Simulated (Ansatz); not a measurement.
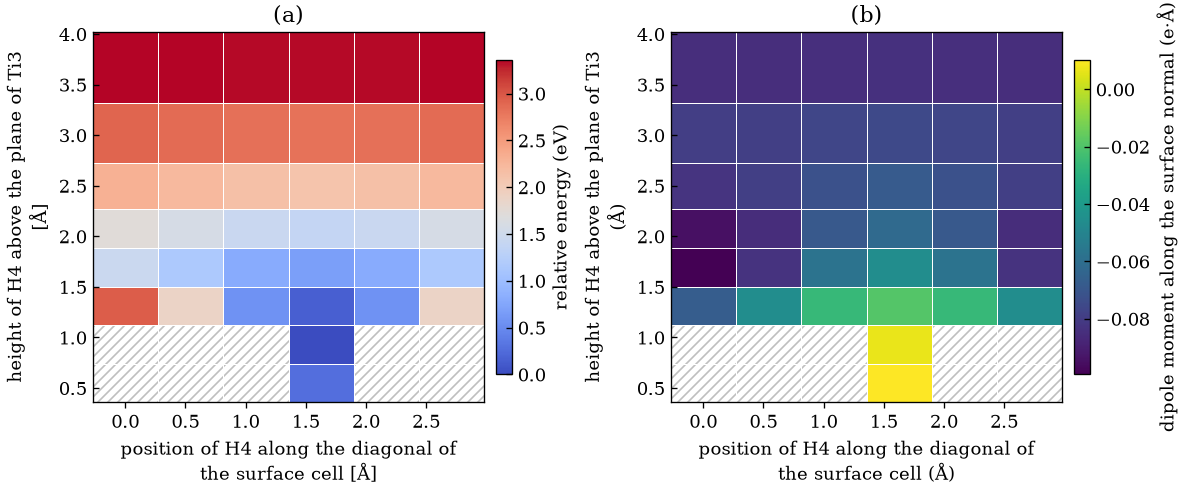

H on a Ti(110) slab cut from the Im-3m phase, its upper half relaxed before the scan (3 atoms of substrate and one adsorbate in a 1 × 1 cell). 
- H is moved along a line over the surface and along the normal, above a rigid substrate.
- First axis: position of H4 along the diagonal of the surface cell, from above Ti3. Second axis: height of H4 above the plane of Ti3.
- The grid has 6 × 8 points; 26 points were computed and 12 follow by symmetry. At 10 points there is no value (left out of the scan, as a rule where atoms come close).
- Points are written as (first, second).
- Energies: eV, counted from the lowest grid point.
- The runs have no spin polarisation, so an open-shell adsorbate far from the surface lies too high.
- Method: DFT PBE, scalar-relativistic, plane waves, PAW (Ansatz). Settings: cutoff 420 eV, k-mesh 10×10×1, gaussian smearing 0.1 eV, no spin polarisation.

Panel (a) is the energy and panel (b) the computed dipole moment along the surface normal on the same grid.

The picture shows one coloured cell a grid point, hatched blanks where no value was computed.

Q: How does the dipole moment along the surface normal vary over the map, and what is it at the lowest grid point?

A: Leaving out the highest fifth of the energies, it runs from −0.10 e·Å at (0.00 Å, 1.69 Å) [nearest 1 Ti at 1.69 Å] to 0.01 e·Å at (1.63 Å, 0.55 Å) [nearest 2 Ti at 1.72 Å]. At the lowest grid point, (1.63 Å, 0.93 Å) [nearest 2 Ti at 1.87 Å], it is 0.01 e·Å.

| second ↓, first → | 0.00 | 0.54 | 1.09 | 1.63 | 2.17 | 2.71 |
| --- | --- | --- | --- | --- | --- | --- |
| 3.67 | −0.09 | −0.08 | −0.08 | −0.08 | −0.08 | −0.08 |
| 2.97 | −0.08 | −0.08 | −0.08 | −0.08 | −0.08 | −0.08 |
| 2.47 | −0.08 | −0.08 | −0.07 | −0.07 | −0.07 | −0.08 |
| 2.07 | −0.10 | −0.09 | −0.07 | −0.06 | −0.07 | −0.09 |
| 1.69 | −0.10 | −0.08 | −0.06 | −0.05 | −0.06 | −0.08 |
| 1.31 | −0.07 | −0.05 | −0.03 | −0.02 | −0.03 | −0.05 |
| 0.93 | – | – | – | 0.01 | – | – |
| 0.55 | – | – | – | 0.01 | – | – |
